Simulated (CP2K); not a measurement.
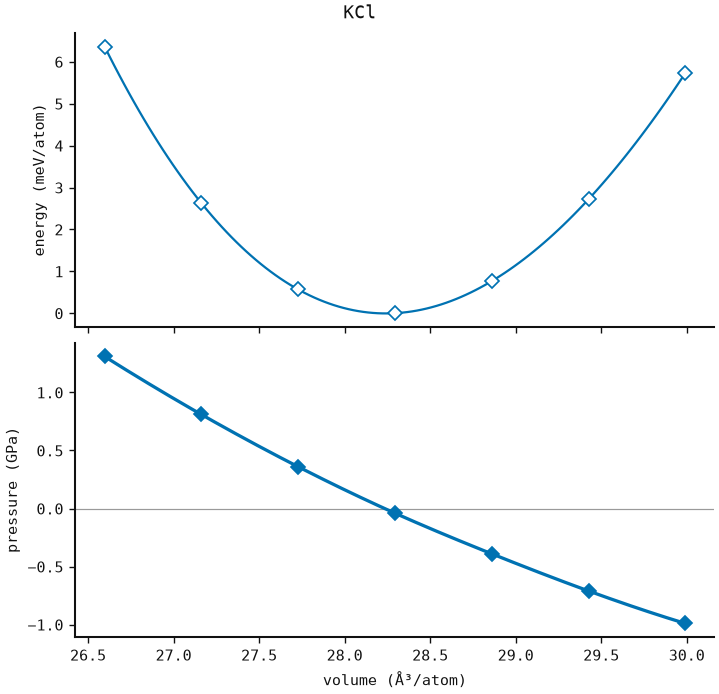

The plot gives the computed energy and pressure against volume for KCl, space group Pm-3m (No. 221).

Cell as given: a = 3.839 Å, b = 3.839 Å, c = 3.839 Å, α = 90.00°, β = 90.00°, γ = 90.00°; 2 atoms.

Method: DFT in Gaussian orbitals with a plane-wave density, no spin polarisation; energies at scaled volumes of the given cell, shape and fractions fixed, counted from the fit's minimum, third-order Birch-Murnaghan fit (CP2K 2026.2). Level: PBE.

| setting | value |
| --- | --- |
| k mesh | 7×7×7 |
| occupations | Fermi–Dirac |
| smearing width | 0.05 eV |
| potentials | GTH PBE with UZH TZVP basis |
| density cutoff | 6123 eV |
| program settings | ngrids 4, basis sets K TZVP-MOLOPT-PBE-GTH-q9, basis sets Cl TZVP-MOLOPT-PBE-GTH-q7, cutoff ry 450 Ry, rel cutoff ry 60 Ry |

Give the values behind the plot as a table.

```csv
volume (Å³/atom),energy (meV/atom),pressure (GPa)
26.60,6.36,1.31
27.16,2.63,0.81
27.73,0.57,0.36
28.29,0.00,-0.04
28.86,0.77,-0.39
29.43,2.72,-0.71
29.99,5.73,-0.99
```
